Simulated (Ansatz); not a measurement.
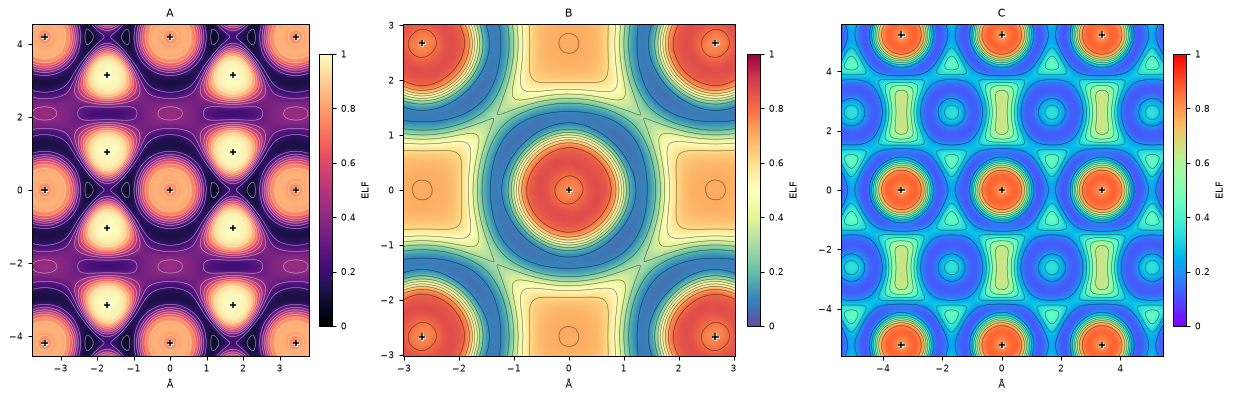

The electron localisation function of 3 systems, each on a plane through atoms (crosses mark nuclei in the plane).

Method: Ansatz, DFT LDA, scalar-relativistic, plane waves, PAW.

System 1: Ca, the (100) plane of the conventional cell. Space group Fm-3m.

```
Ca
1.0
     5.33876    0.00000    0.00000
     0.00000    5.33876    0.00000
     0.00000    0.00000    5.33876
Ca
4
Cartesian
  0.0000 0.0000 0.0000
  2.6694 2.6694 0.0000
  2.6694 0.0000 2.6694
  0.0000 2.6694 2.6694
```

System 2: Lu, the (100) plane of the conventional cell. Space group P6₃/mmc.

```
Lu
1.0
     3.38310    0.00000    0.00000
    -1.69155    2.92985    0.00000
     0.00000    0.00000    5.23991
Lu
2
Direct
  0.33333 0.66667 0.25000
  0.66667 0.33333 0.75000
```

System 3: HfH2, the (100) plane of the conventional cell. Space group I4/mmm.

```xyz
6
Lattice="3.4426 0.0000 0.0000 0.0000 3.4426 0.0000 0.0000 0.0000 4.1931" Properties=species:S:1:pos:R:3 pbc="T T T"
Hf    0.0000    0.0000    0.0000
Hf    1.7213    1.7213    2.0966
H     0.0000    1.7213    1.0483
H     1.7213    0.0000    3.1449
H     1.7213    0.0000    1.0483
H     0.0000    1.7213    3.1449
```

Q: Match each panel to its system.

A: Panel A is system 3, HfH2: the plane holds Hf and H. Hf–H (2.02 Å): the ELF climbs to about 1 towards the hydrogen. Panel B is system 1, Ca: the plane holds Ca. Ca–Ca (3.78 Å): the ELF is about 0.30 at the midpoint (no shared electron pair shows on this line). Panel C is system 2, Lu: the plane holds Lu. Lu–Lu (3.38 Å): the ELF is about 0.25 at the midpoint (no localised pair shows between them).
